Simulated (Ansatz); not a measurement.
# Geometry relaxation, with input and output: Ti (part 1 of 2)

Ti (P6₃/mmc, 2 atoms in the cell), computed with DFT PBE, scalar-relativistic, plane waves, PAW, no spin polarisation (Ansatz 0.2.0).

The structure derives from a Materials Project entry. Figures and captions count atoms from 1; the log counts them from 0 in places.

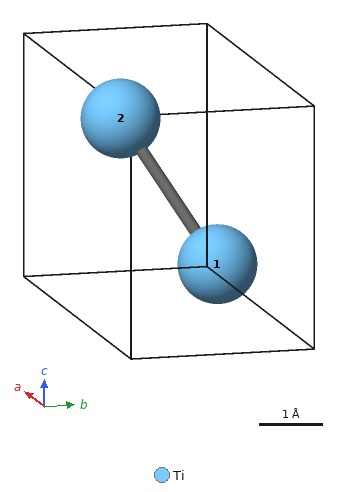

The starting structure (ball-and-stick view of the cell of the calculation, seen at an oblique angle; atoms are numbered from 1 in the order of the input). Near neighbours in the crystal (not all of them lie inside the picture): Ti has 12 Ti at 2.87 to 2.94 Å.

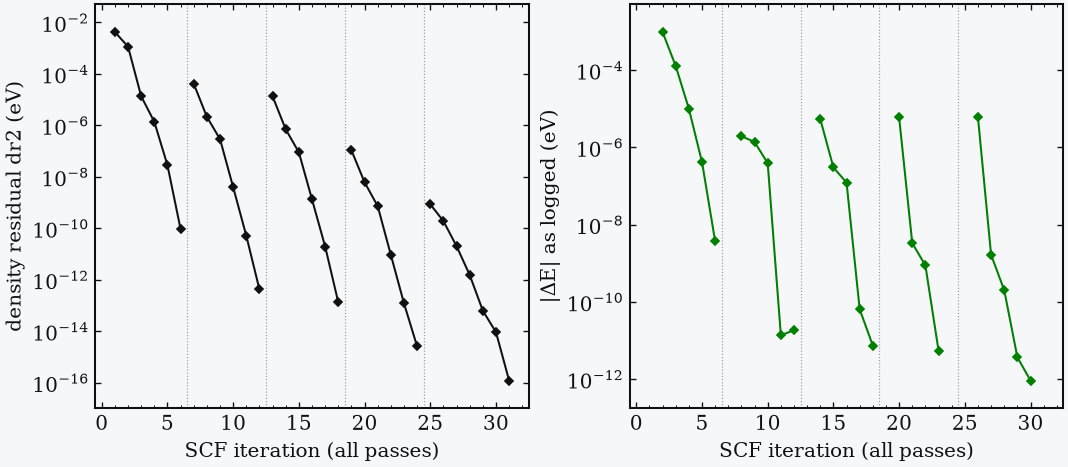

Convergence of the self-consistent field: density residual dr2 and size of the energy change against the SCF iteration. The dotted lines part the SCF passes of the relaxation: geometry steps, rejected trials and re-solves on a re-selected basis. The 5 passes take 6 to 7 iterations each, 31 in all.

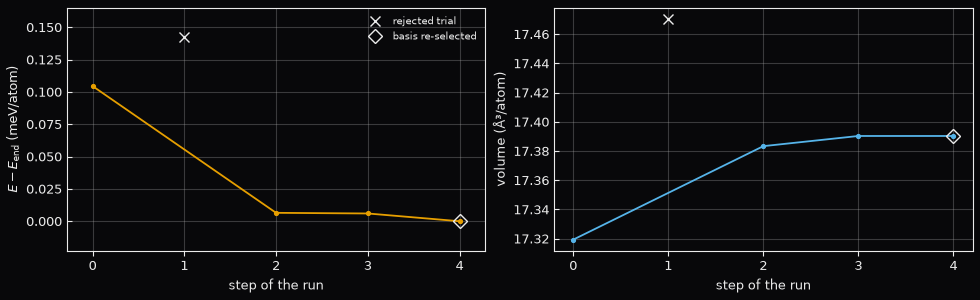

Progress of the relaxation, step by step (the first geometry is step 0 here and step 1 in the log). The atoms keep their places relative to the cell (all moves are under 0.005 Å). Cell: a = b 2.936 → 2.939 Å (+0.1 %), c 4.641 → 4.649 Å (+0.2 %). Volume +0.4 %. Among the contacts that change: Ti1–Ti2 2.874 → 2.878 Å. The space group stays P6_3/mmc (No. 194). Over 3 geometry steps the energy falls by 0.1 meV per atom. All forces vanish by symmetry, so only the cell relaxes. Pressure: 0.46 GPa at the start and 0.00 GPa at the end. The line search rejected the trial step at point 1 (counted from 0) and went back. A last SCF at the same geometry on a re-selected plane-wave basis shifts the energy by next to nothing (0.0 meV per atom). (Atoms are counted from 1 in the order of the input.)

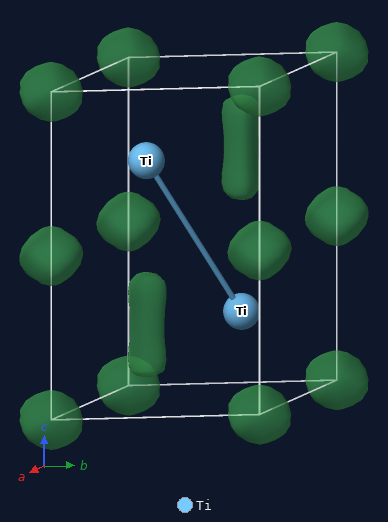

Isosurface of the electron localisation function at 0.65 (green), seen slightly off an axis. Only the valence region is drawn (cores and ρ < 0.01 e/Å³ removed). Sticks mark near contacts. The outline is the cell set on symmetry axes. Values along the shortest contacts: Ti–Ti (2.88 Å): the ELF is about 0.20 at the midpoint; no localised pair between them. Ti–Ti (2.94 Å): the ELF is about 0.25 at the midpoint (no localised pair between them). The fields are those of the smooth PAW valence density.

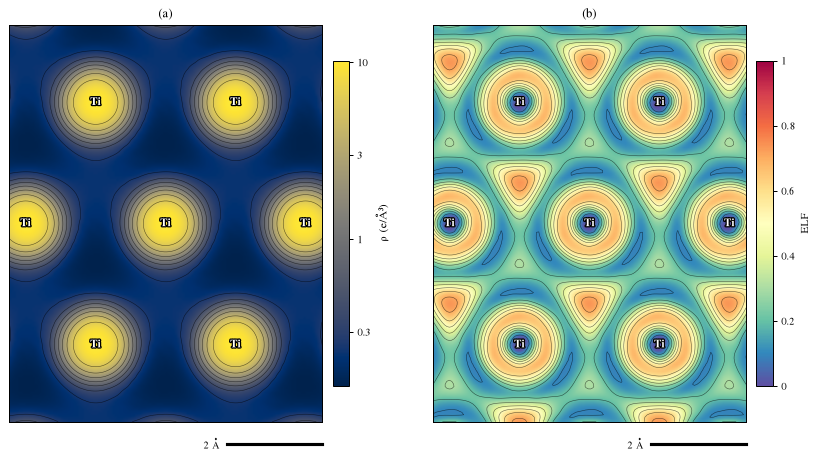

(a) valence electron density; (b) electron localisation function on the (001) plane of the conventional cell. Ti–Ti (2.94 Å): the density is about 0.19 e/Å³ at the midpoint; the ELF is about 0.25 at the midpoint (no shared electron pair). Away from the nuclei the density in this plane falls to 0.15 e/Å³ at its lowest. The strong features right at Ti lie inside the PAW spheres (semicore, d or f shells) and say nothing about bonding.

These pictures come from the run below.

Input file
```yaml
crystal:
  lattice:
    - [2.93573192, 0.0, 0.0]
    - [-1.46786596, 2.54241842, 0.0]
    - [0.0, 0.0, 4.64085615]
  atoms:
    - { symbol: Ti, position: [0.33333333, 0.66666667, 0.25] }
    - { symbol: Ti, position: [0.66666667, 0.33333333, 0.75] }
basis:
  ecutwfc: 420
kpoints:
  mp_grid: { grid: [18, 18, 10] }
hamiltonian:
  xc: pbe
scf:
  occupations: { method: gaussian, width: 0.1 }
output:
  forces: true
  stress: true
  eigenvalues: true
  write_density: true
  write_potential: true
  elf: true
  volumetric_format: npy
relax:
  adjacent_minimum: "off"
  f_tol: 0.005
  max_steps: 80
  cell: { stress_tol: 0.05 }
```

Launched with:
```bash
ansatz run input.yaml --threads 8 --pin off --max-ram 28672MiB --backend cpu --events-out ev --progress --plain --runs-dir out
```

What the program printed
```
Engine: ansatz 0.2.0, x86_64-unknown-linux-gnu
Pseudopotentials: kind: paw
Pseudopotential: Ti, paw, valence charge 12, recommended cutoff 420 eV (normal), Ti.paw.azcp
Functional definition: PBE
  parameter kappa = 0.804
  parameter beta = 0.06672455060314922
  exchange = pbe_x(kappa = kappa, mu = beta*pi^2/3)
  correlation = pbe_c(beta = beta)
Crystal: 2 atoms, lattice volume = 34.639 Å³
Basis set: ecut = 420 eV, 687 PW (Γ), exchange–correlation on 40×40×64 points (8 copies of the dense FFT grid, shifted against one another)
Bands: 16, of which v1, the nominal top of the filled ones, is band 12 counted from 1 (11 counted from 0)
Symmetry: 24 space group operations
Space group: P63/mmc (ITA 194), of the structure as read, at distance tolerance 3.3e-5 Å
k-points: 222 of 3240
Non-local potential: Ti, projectors of the file, l = 0: 3, l = 1: 2, l = 2: 3, l = 3: 1
PAW form: soft (Blöchl's): semilocal exchange-correlation on the pseudo side does not see the compensation charge
PAW one-centre angular grid: Ti, 590 points (default); XC on 64 Gauss nodes
Initial density: superposition of atomic densities (neutral atoms: chi_scale 0, normalization atom), corrected by the library's trained network
Initial wavefunctions: pseudopotential atomic-orbital guess
Functional: x = pbe(κ = 0.804, μ = 0.2195149727645171), c = pbe(β = 0.06672455060314922)
SCF iter   1: F=—  HF=-4999.339620 eV  |F-HF|=—  |Δ(HF+E_count)|=         —  Δρ=5.04e-3  dr2=4.21e-3  ethr=1.77e-3  ⟨swp⟩=3.5  Hψ=14205  notcnv=0
preconditioner: auto → none  [metal: Δε(μ)=0.029 eV  Ē_g=2.841 eV  σ=0.100 eV  W_gap=0.16  n_scr=8 (ndim 8)  ℏωp=17.8 eV  f_vac=0.000  D(μ)=1.84/eV (n_scr^D=22)  sad-step TF]
SCF iter   2: F=—  HF=-4999.338654 eV  |F-HF|=—  |Δ(HF+E_count)|=   9.66e-4  Δρ=2.54e-3  dr2=1.14e-3  ethr=1.75e-5  ⟨swp⟩=1.0  Hψ=5328  notcnv=0
SCF iter   3: F=—  HF=-4999.338782 eV  |F-HF|=—  |Δ(HF+E_count)|=   1.27e-4  Δρ=3.12e-4  dr2=1.34e-5  ethr=4.75e-6  ⟨swp⟩=2.4  Hψ=5162  notcnv=0
SCF iter   4: F=—  HF=-4999.338792 eV  |F-HF|=—  |Δ(HF+E_count)|=   1.00e-5  Δρ=6.89e-5  dr2=1.36e-6  ethr=5.58e-8  ⟨swp⟩=2.6  Hψ=6110  notcnv=0
iter 5 did not close the SCF: its close was put off for the readings that it lacked (scf_convergence_deferred on its scf_iter line)
SCF iter   5: F=-4999.338791 eV  HF=-4999.338791 eV  |F-HF|=4.79e-9  |Δ(HF+E_count)|=   4.15e-7  Δρ=1.09e-5  dr2=2.80e-8  ethr=5.66e-9  ⟨swp⟩=2.2  Hψ=5621  notcnv=0
SCF iter   6: F=-4999.338791 eV  HF=-4999.338791 eV  |F-HF|=5.18e-11  |Δ(HF+E_count)|=   3.71e-9  Δρ=7.38e-7  dr2=9.14e-11  ethr=1.17e-10  ⟨swp⟩=4.3  Hψ=17223  notcnv=0
the search or the solves at the SCF's close seem to have found levels that the self-consistency loop had missed (the run counts 1). By its estimate they hold under 1e-12 electrons; where the run keeps them, the occupations were computed again with them
SCF 1 converged in 6 iterations: F = -4999.338791 eV  dr2 = 9.14e-11
  greatest PAW one-centre occupation: 0.999 electrons in one spin orbital (limit 2), on the Ti atom at site 1 (counted from 0), in its partial waves of l = 0
relax step   1: F+E_penalty+E_count = -4999.33879122 eV  Δ(F+E_penalty+E_count) = +0.000e0 eV  max|allowed force component| = 4.996e-16 eV/Å  Δτ_max = 0.0000 Å  P = +0.462 GPa  Ω = 34.639 Å³  (6 SCF iters, dr2 threshold 1.00e-7 eV, accepted)
Crystal: 2 atoms, lattice volume = 34.941 Å³
Initial density: handed on by an earlier stage of this run
Initial wavefunctions: those handed on with the density
iter 1 solved again at ethr=1.03e-7 eV; its pass at ethr=3.10e-3 eV (dr2=2.47e-5 eV) is discarded
SCF iter   1: F=—  HF=-4999.338711 eV  |F-HF|=—  |Δ(HF+E_count)|=         —  Δρ=3.33e-4  dr2=4.11e-5  ethr=1.03e-7  ⟨swp⟩=2.0  Hψ=23372  notcnv=0
preconditioner: auto → none  [metal: Δε(μ)=0.027 eV  Ē_g=2.809 eV  σ=0.100 eV  W_gap=0.15  n_scr=8 (ndim 8)  ℏωp=17.8 eV  f_vac=0.000  D(μ)=1.89/eV (n_scr^D=22)]
SCF iter   2: F=—  HF=-4999.338713 eV  |F-HF|=—  |Δ(HF+E_count)|=   1.94e-6  Δρ=1.15e-4  dr2=2.12e-6  ethr=1.03e-7  ⟨swp⟩=2.9  Hψ=6446  notcnv=0
SCF iter   3: F=—  HF=-4999.338714 eV  |F-HF|=—  |Δ(HF+E_count)|=   1.37e-6  Δρ=4.20e-5  dr2=2.89e-7  ethr=8.82e-9  ⟨swp⟩=2.2  Hψ=4304  notcnv=0
iter 4 did not close the SCF: its close was put off for the readings that it lacked (scf_convergence_deferred on its scf_iter line)
SCF iter   4: F=-4999.338715 eV  HF=-4999.338715 eV  |F-HF|=7.93e-10  |Δ(HF+E_count)|=   3.88e-7  Δρ=3.71e-6  dr2=3.92e-9  ethr=1.20e-9  ⟨swp⟩=2.0  Hψ=4342  notcnv=0
iter 5 did not close the SCF: its close was put off for the readings that it lacked (scf_convergence_deferred on its scf_iter line)
SCF iter   5: F=-4999.338715 eV  HF=-4999.338715 eV  |F-HF|=3.37e-11  |Δ(HF+E_count)|=  1.36e-11  Δρ=5.17e-7  dr2=5.05e-11  ethr=1.63e-11  ⟨swp⟩=2.1  Hψ=4600  notcnv=0
SCF iter   6: F=-4999.338715 eV  HF=-4999.338715 eV  |F-HF|=0.00e0  |Δ(HF+E_count)|=  1.82e-11  Δρ=7.19e-8  dr2=4.13e-13  ethr=1.00e-12  ⟨swp⟩=3.6  Hψ=13897  notcnv=0
SCF 2 converged in 6 iterations: F = -4999.338715 eV  dr2 = 4.13e-13
relax step   2: F+E_penalty+E_count = -4999.33871456 eV  Δ(F+E_penalty+E_count) = +7.665e-5 eV  max|allowed force component| = 4.071e-16 eV/Å  Δτ_max = 0.0000 Å  P = -0.512 GPa  Ω = 34.941 Å³  energy of the carried Pulay correction = -2.734e-5 eV  (6 SCF iters, dr2 threshold 2.00e-7 eV, rejected (line search))
Crystal: 2 atoms, lattice volume = 34.767 Å³
iter 1 solved again at ethr=3.40e-8 eV; its pass at ethr=3.10e-3 eV (dr2=8.15e-6 eV) is discarded
```
